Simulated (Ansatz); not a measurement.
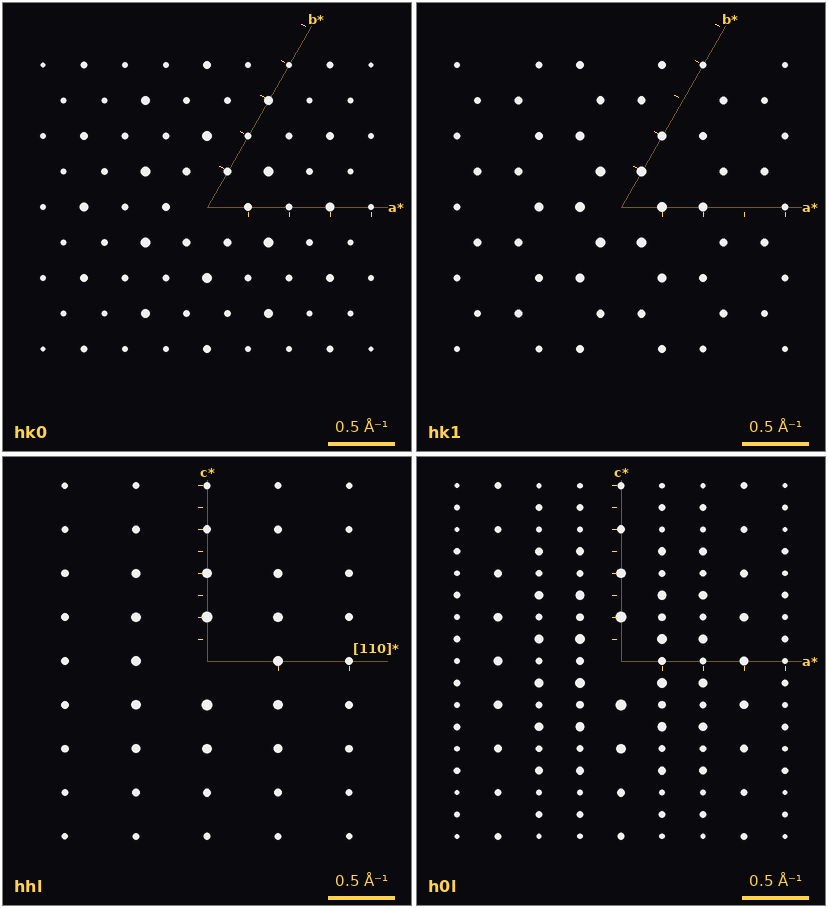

Simulated precession-type sections (X-rays; kinematic intensities, B = 0.5 Å²). The ticks mark integer indices of the conventional cell.

The compound is Tm. Structure: the end point of a relaxation with DFT PBE, scalar-relativistic, plane waves, PAW (Ansatz).

What cell do the layers give?

Answer. a* = 0.315, b* = 0.315, c* = 0.168 Å⁻¹, γ* = 60°; the cell is hexagonal with a = 3.67 Å, c = 5.94 Å (hexagonal axes).

Which reflection conditions do the layers show?

Answer. Reflections are present only under these conditions. hkl: no condition; hk0: no condition; h0l: no condition; hhl: l = 2n; 00l: l = 2n. The lattice is primitive (P). Further gaps, such as 3 0 1, 0 3 1, 3 0 3, come from atoms on special positions, not from the group's general conditions.

Which space groups fit?

Answer. The intensities have Laue symmetry 6/mmm (the hk0 layer shows 6mm, hk1 shows 6mm). With these conditions the candidates are P6_3mc (No. 186), P-62c (No. 190), P6_3/mmc (No. 194). Diffraction geometry alone does not choose among them; the structure has P6_3/mmc.
